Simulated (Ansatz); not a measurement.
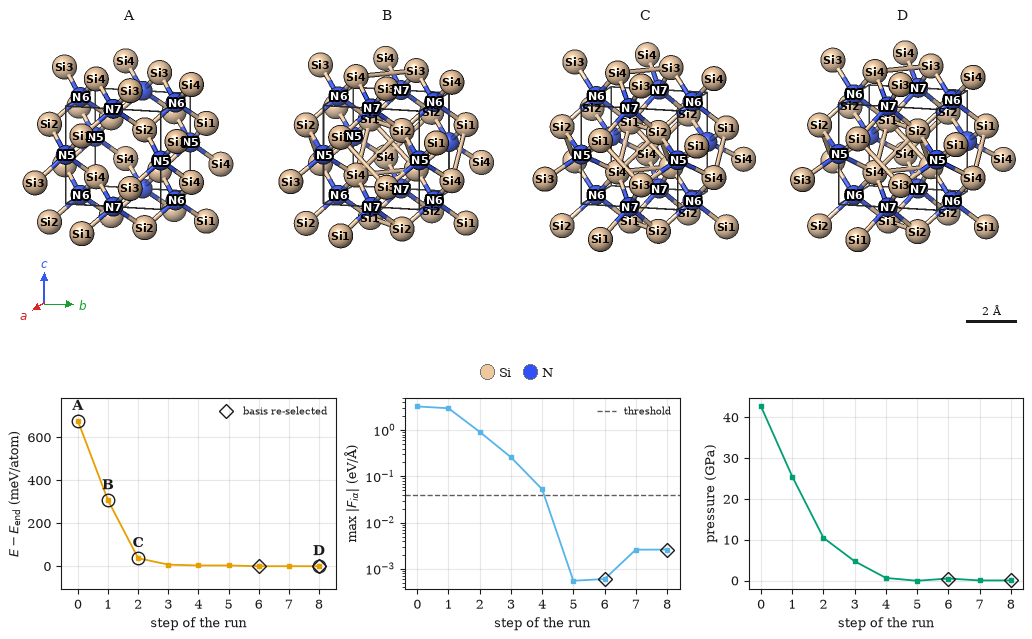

Frames of a relaxation of solid Si4N3 (a generated structure, set up in P-43m) (coarse preliminary run), marked on the history of the run. A ball-and-stick model of the cell of the calculation, seen slightly off an axis.

All numbers below come from DFT PBE, scalar-relativistic, plane waves, PAW (Ansatz). (plane-wave cutoff 420 eV; k-point mesh 4 × 4 × 4; occupations gaussian; smearing width 0.1 eV; no spin polarisation; cell and atoms relaxed; force threshold 0.04 eV/Å; at most 70 steps)

Question: Describe the path.

Answer: The energy falls by 676 meV per atom in 6 accepted moves (8 points after the start). Largest force component: 3.3 eV/Å at the start, 0.0026 eV/Å at the end. The pressure goes from 42.68 to 0.05 GPa. The SCF was repeated twice at an unchanged geometry on a basis and grid sized afresh for the cell, which shifted the energy by 3.5 meV per atom at most. The largest moves relative to the cell, 0.26 Å, are those of Si1, Si2, Si3 and Si4. Si1 goes along [1 1 −1]. N stays in place. Cell: a = b = c 4.042 → 4.165 Å (+3.1 %). Volume +9.5 %. Some distances before and after: Si1–Si2 2.808 → 3.321 Å, Si1–Si2 (another image) 2.907 → 2.570 Å, Si1–N5 1.740 → 1.893 Å. Bond angles that change, for instance: Si1–N6–Si3 107.6° → 122.6°, N5–Si4–N6 110.4° → 102.2°, Si1–N6–Si2 110.4° → 103.3°. The space group stays P-43m (No. 215). From step 0 to 1: Si atoms move most (0.10 Å), volume +2.1 %, energy −370 meV per atom. From step 1 to 2: Si atoms move most (0.20 Å), volume +1.3 %, energy −269 meV per atom. From step 2 to 8: Si atoms move most (0.04 Å), volume +5.8 %, energy −37.5 meV per atom.

| step | E − E(0), meV/atom | largest force component, eV/Å | pressure, GPa | volume, Å³/atom | note |
| --- | --- | --- | --- | --- | --- |
| 0 | 0.00 | 3.2521 | 42.68 | 9.431 |  |
| 1 | -369.61 | 2.9745 | 25.51 | 9.631 |  |
| 2 | -638.94 | 0.9178 | 10.49 | 9.759 |  |
| 3 | -669.04 | 0.2595 | 4.74 | 10.078 |  |
| 4 | -672.87 | 0.0526 | 0.66 | 10.266 |  |
| 5 | -672.92 | 0.0006 | -0.03 | 10.298 |  |
| 6 | -676.37 | 0.0006 | 0.52 | 10.298 | same geometry, new basis |
| 7 | -676.35 | 0.0026 | 0.05 | 10.324 |  |
| 8 | -676.47 | 0.0026 | 0.05 | 10.324 | same geometry, new basis |

Limits of the set-up: the k-point mesh is coarse for a cell with partly filled bands.
